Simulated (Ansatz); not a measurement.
The calculation's input:

```
crystal:
  lattice:
    - [0.0, 2.7015490673, 2.7015490673]
    - [2.7015490673, 0.0, 2.7015490673]
    - [2.7015490673, 2.7015490673, 0.0]
  atoms:
    - { symbol: Ir, position: [0.125, 0.125, 0.125] }
    - { symbol: Ir, position: [0.875, 0.875, 0.875] }
hamiltonian:
  xc: lda
  pseudopotentials:
    kind: paw
    azcp:
      Ir: "pseudopotentials/Ir.paw.azcp"
basis:
  ecutwfc: 420
  fft_grid_basis: typed
kpoints:
  mp_grid: { grid: [11, 11, 11], shift: [0, 0, 0] }
magnetization:
  spin_polarized: false
scf:
  occupations: { method: fermi_dirac, width: 0.1 }
  lower_state_search: "off"
output:
  stress: true
  write_density: true
  write_potential: true
  elf: true
  volumetric_format: npy
```

Below, planes, directions and counts refer to the conventional cell (a = 5.40 Å, b = 5.40 Å, c = 5.40 Å, α = 90.00°, β = 90.00°, γ = 90.00°).

Space group Fd-3m; set up as Ir, diamond; a generated structure, not necessarily the stable one; changed on purpose from its base cell (volume × 0.96); computed pressure about 10 GPa in this cell; computed without spin polarisation.

Theory: Ansatz 0.2.0, DFT, LDA (PW92), plane waves (420 eV) with PAW, scalar-relativistic.

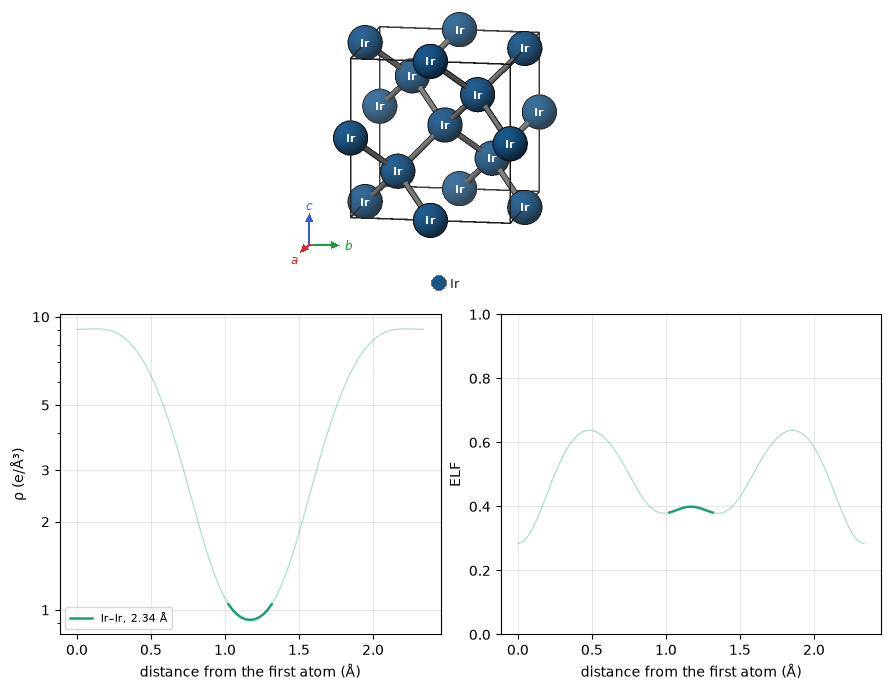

Ir. Valence pseudo-density and ELF along straight lines between neighbouring atoms. Thin, pale parts lie inside the atomic spheres. The structure is drawn too.

Core electrons are frozen (PAW), and the valence fields are smoothed inside the atomic spheres.

**What can be read from the curves?**

Ir–Ir (2.34 Å): ρ at the midpoint is about 0.92 e/Å³; the ELF is about 0.40 at the midpoint.
